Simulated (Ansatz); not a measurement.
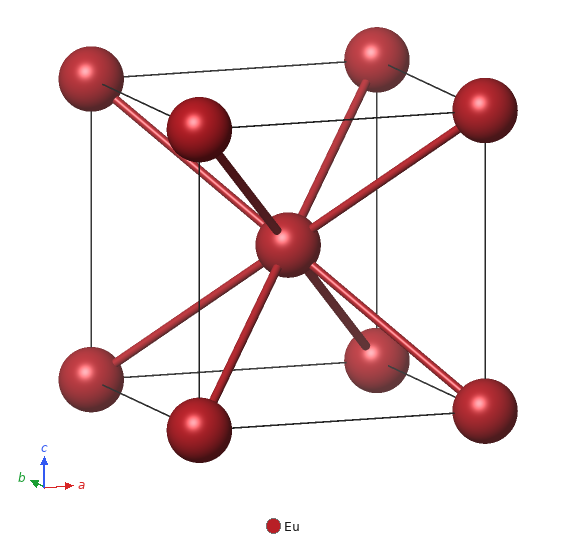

The figure gives a ball-and-stick picture of the atoms, viewed slightly off an axis. The parallelepiped is the conventional unit cell.

The cell measures a = 4.45 Å, b = 4.45 Å, c = 4.45 Å, α = 90.00°, β = 90.00°, γ = 90.00°.

Sticks mark Eu–Eu up to 4.32 Å (cut-off distances).

**How many atoms does the box hold, once sharing is allowed for?**

2 (europium), counting shared atoms by their share.

**To which lattice type does it belong?**

Body-centred cubic.

**Which known structure type is this?**

Body-centred cubic (W type).

**How is Eu coordinated?**

Eight Eu in a cubic arrangement at about 3.9 Å.

**Does the bonding give isolated units, chains, sheets or a framework?**

The bonds build a three-dimensional framework.

The structure comes from the standard structure of this element. Earlier steps of the study may have refined or changed the cell and positions. An electronic-structure calculation with Ansatz was run on it.
